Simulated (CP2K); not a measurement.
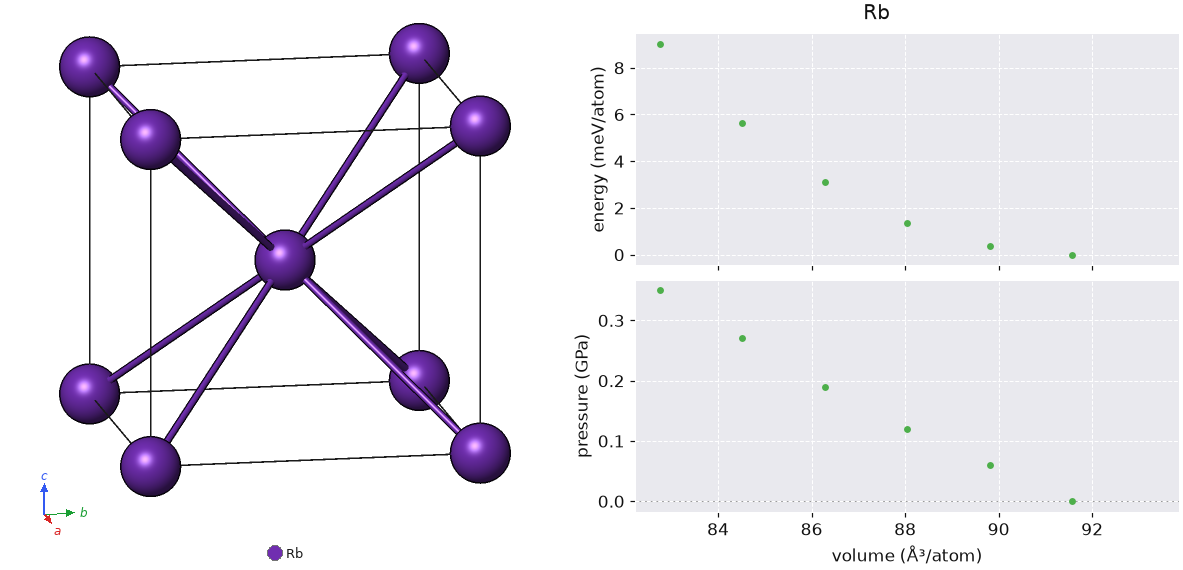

Plotted: energy and pressure against volume for Rb, space group Im-3m (No. 229). The conventional cell is drawn beside the plot.

Cell as given: a = 4.854 Å, b = 4.854 Å, c = 4.854 Å, α = 109.47°, β = 109.47°, γ = 109.47°; 1 atom.

How it was computed, with CP2K 2026.2: DFT in Gaussian orbitals with a plane-wave density, no spin polarisation; energies at scaled volumes of the given cell, shape and fractions fixed, counted from the fit's minimum, third-order Birch-Murnaghan fit. Level: PBE.

- k mesh: 7×7×7
- occupations: Fermi–Dirac
- smearing width: 0.05 eV
- potentials: GTH PBE with UZH TZVP basis
- density cutoff: 6123 eV
- program settings: ngrids 4, basis sets Rb TZVP-MOLOPT-PBE-GTH-q9, cutoff ry 450 Ry, rel cutoff ry 60 Ry

The point at volume 93.33 Å³/atom is left out of the plot. What does the calculation give there?

```json
{"volume (Å³/atom)": "93.33", "energy (meV/atom)": "0.26", "pressure (GPa)": "-0.05"}
```
